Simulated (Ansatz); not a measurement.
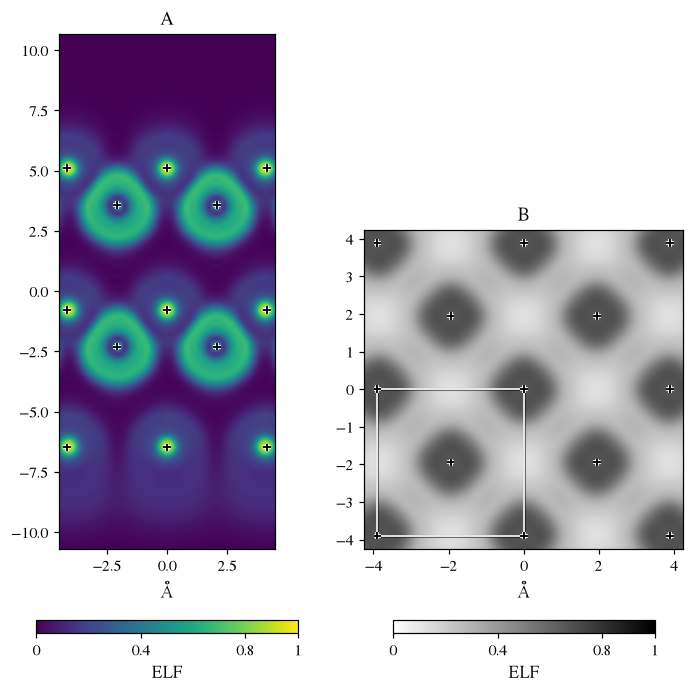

The electron localisation function of 2 systems, each on a plane through atoms (crosses mark nuclei in the plane).

Theory: DFT LDA, scalar-relativistic, plane waves, PAW (Ansatz 0.2.0).

System 1: Pt, the (100) plane of the conventional cell. Space group Fm-3m.

```cif
data_structure
_symmetry_space_group_name_H-M 'P 1'
_symmetry_Int_Tables_number 1
_cell_length_a 3.8936
_cell_length_b 3.8936
_cell_length_c 3.8936
_cell_angle_alpha 90.000
_cell_angle_beta 90.000
_cell_angle_gamma 90.000
_cell_volume 59.03
loop_
_atom_site_label
_atom_site_type_symbol
_atom_site_fract_x
_atom_site_fract_y
_atom_site_fract_z
_atom_site_occupancy
Pt1 Pt 0.00000 0.00000 0.00000 1
Pt2 Pt 0.50000 0.50000 0.00000 1
Pt3 Pt 0.50000 0.00000 0.50000 1
Pt4 Pt 0.00000 0.50000 0.50000 1
```

System 2: CuI (slab), the (010) plane of the calculation cell, a cut from vacuum to vacuum. Computed without spin polarisation.

> Match each panel to its system.

Panel A is system 2, CuI: the plane holds Cu and I. Cu–I (2.57 Å): the ELF is about 0.50 at the midpoint. Panel B is system 1, Pt: the plane holds Pt. Pt–Pt (2.75 Å): the ELF is about 0.30 at the midpoint: no shared electron pair shows on this line.
